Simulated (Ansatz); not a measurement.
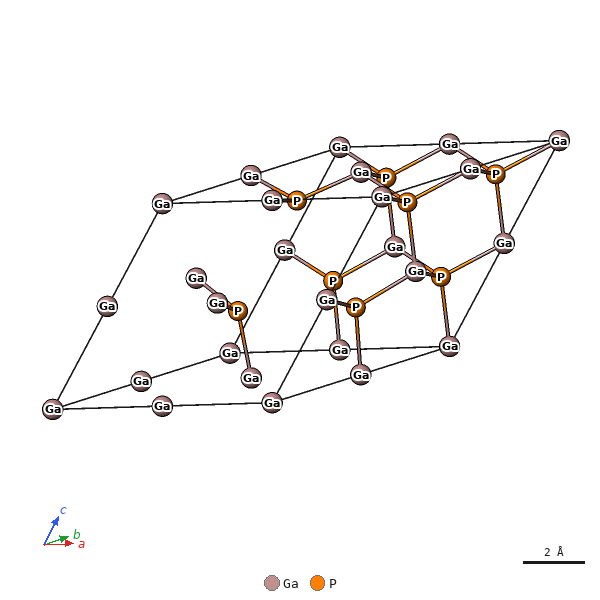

View from a general direction, drawn as a ball-and-stick model. The supercell is outlined; an atom on or near a face, edge or corner is repeated at each equivalent position. The host is GaP, in a cell of 16 sites, and the cell is neutral.

> Name the defect and give its surroundings.

A gallium vacancy. Around the empty site lie four P at about 2.6 Å.

Level of theory and settings: Ansatz 0.2.0, DFT PBE, scalar-relativistic, plane waves, PAW, a cutoff energy of 420 eV, a 1×1×1 mesh of k-points, Gaussian smearing of 0.01 eV, collinear spins.

> Does the defective cell carry a moment?

Yes, 3.0 μB in the cell.

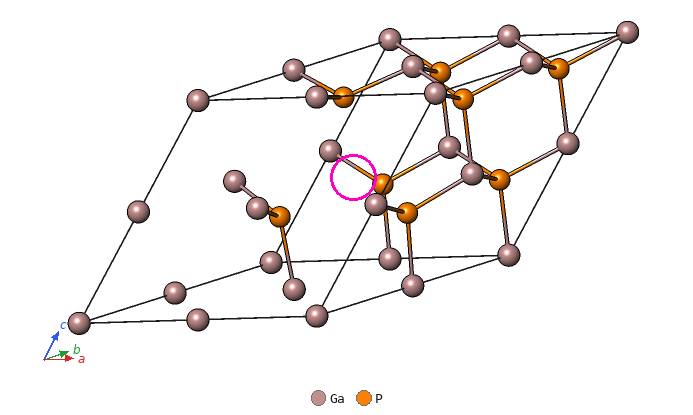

The same cell with a ring at the defect's site.

The atoms were relaxed in the host's cell with Ansatz 0.2.0, DFT PBE, scalar-relativistic, plane waves, PAW.
